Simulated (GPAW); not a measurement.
System: CsPbCl₃ (space group Pm-3m).

How it was computed, with GPAW 26.7.0: PAW DFT in plane waves, on a grid or in atomic orbitals, no spin polarisation; energies at scaled volumes of the given cell, shape and fractions fixed, counted from the fit's minimum, third-order Birch-Murnaghan fit. All runs: no spin polarisation.

occupations Fermi–Dirac; smearing width 0.05 eV; wave cutoff 600 eV.

Settings that differ: PBEint: k mesh 4×4×4, potentials PAW-data-sets-made-by gpaw-setup-for-the-functional; r2SCAN: k mesh 4×4×4, potentials GPAW-PAW-data-sets-(gpaw-data-1.2.1); PBE + D4: k mesh 4×4×4, potentials GPAW-PAW-data-sets-(gpaw-data-1.2.1); PBEsol: k mesh 5×5×5, potentials PAW-data-sets-made-by gpaw-setup-for-the-functional.

Predict the pressure against volume, with one curve for each functional. The cases: PBEint; r2SCAN; PBE + D4; PBEsol.

The fitted equilibrium volumes, smallest first, are PBEsol 35.329, r2SCAN 36.566, PBE + D4 36.627, PBEint 36.657 Å³/atom. The fitted bulk moduli, smallest first, are PBEint 23.0, PBE + D4 24.0, r2SCAN 25.0, PBEsol 25.1 GPa. For PBEint, the pressure falls from 2.90 GPa at volume 33.10 Å³/atom to −0.45 GPa at 37.33 Å³/atom, and changes sign near 36.58 Å³/atom. For r2SCAN, the pressure falls from 3.06 GPa at volume 33.10 Å³/atom to −0.57 GPa at 37.33 Å³/atom, and changes sign near 36.46 Å³/atom.

PBEint:
| volume (Å³/atom) | pressure (GPa) |
| --- | --- |
| 33.10 | 2.90 |
| 33.81 | 2.18 |
| 34.51 | 1.53 |
| 35.22 | 0.95 |
| 35.92 | 0.43 |
| 36.63 | −0.03 |
| 37.33 | −0.45 |

r2SCAN:
| volume (Å³/atom) | pressure (GPa) |
| --- | --- |
| 33.10 | 3.06 |
| 33.81 | 2.28 |
| 34.51 | 1.58 |
| 35.22 | 0.95 |
| 35.92 | 0.39 |
| 36.63 | −0.12 |
| 37.33 | −0.57 |

PBE + D4:
| volume (Å³/atom) | pressure (GPa) |
| --- | --- |
| 33.10 | 3.00 |
| 33.81 | 2.25 |
| 34.51 | 1.57 |
| 35.22 | 0.97 |
| 35.92 | 0.43 |
| 36.63 | −0.05 |
| 37.33 | −0.49 |

PBEsol:
| volume (Å³/atom) | pressure (GPa) |
| --- | --- |
| 33.10 | 1.82 |
| 33.81 | 1.15 |
| 34.51 | 0.55 |
| 35.22 | 0.02 |
| 35.92 | −0.46 |
| 36.63 | −0.89 |
| 37.33 | −1.27 |

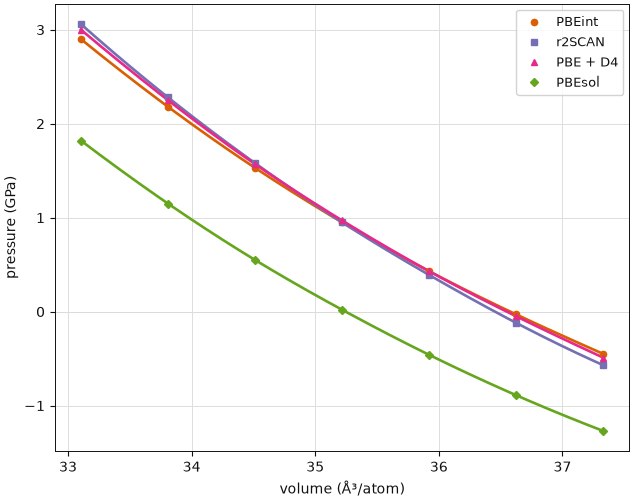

Limits of the calculation: spin-orbit coupling left out, heavy elements.
